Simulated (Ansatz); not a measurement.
Read the following structure.

```
Zn
1.0
     3.85392    0.00000    0.00000
     0.00000    3.85392    0.00000
     0.00000    0.00000    3.85392
Zn
4
Direct
  0.00000 0.00000 0.00000
  0.00000 0.50000 0.50000
  0.50000 0.00000 0.50000
  0.50000 0.50000 0.00000
```

Question: Interpret the file: composition, symmetry and coordination.

Answer: The element is zinc. It takes space group Fm-3m (No. 225) on a face-centred cubic lattice. The arrangement is known as face-centred cubic (Cu type). The cell holds four atoms. Around each Zn lie twelve Zn in a cuboctahedral arrangement at 2.73 Å. The bonds build a three-dimensional framework.

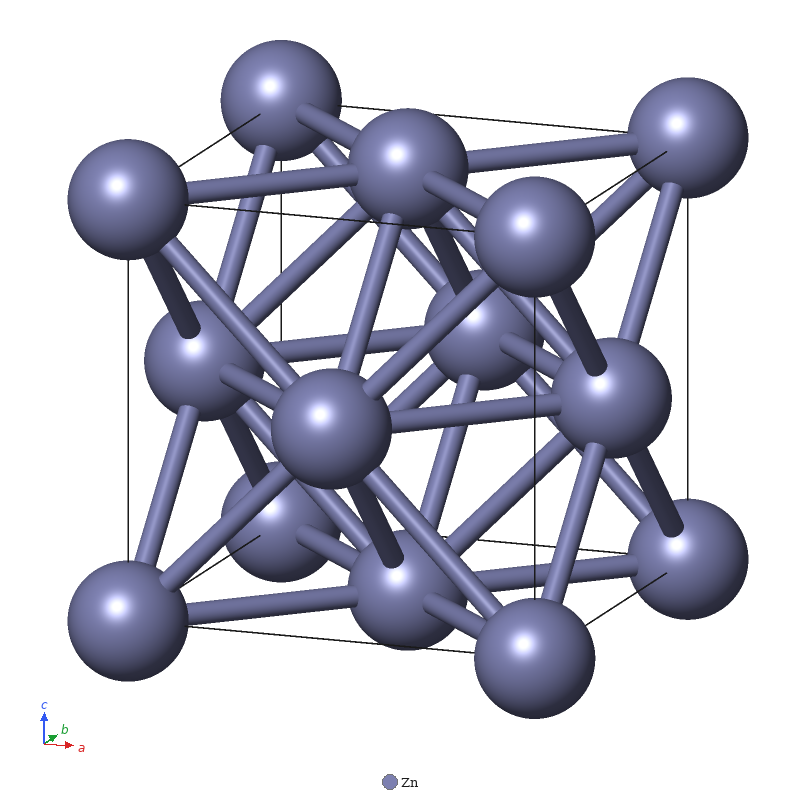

Drawn in the ball-and-stick manner and seen slightly off an axis. One conventional unit cell is framed, with atoms on its boundary repeated.

Origin of the cell: a structure listed in the Materials Project. The geometry comes from a coarse first relaxation with DFT r2SCAN, scalar-relativistic, plane waves, PAW in Ansatz.
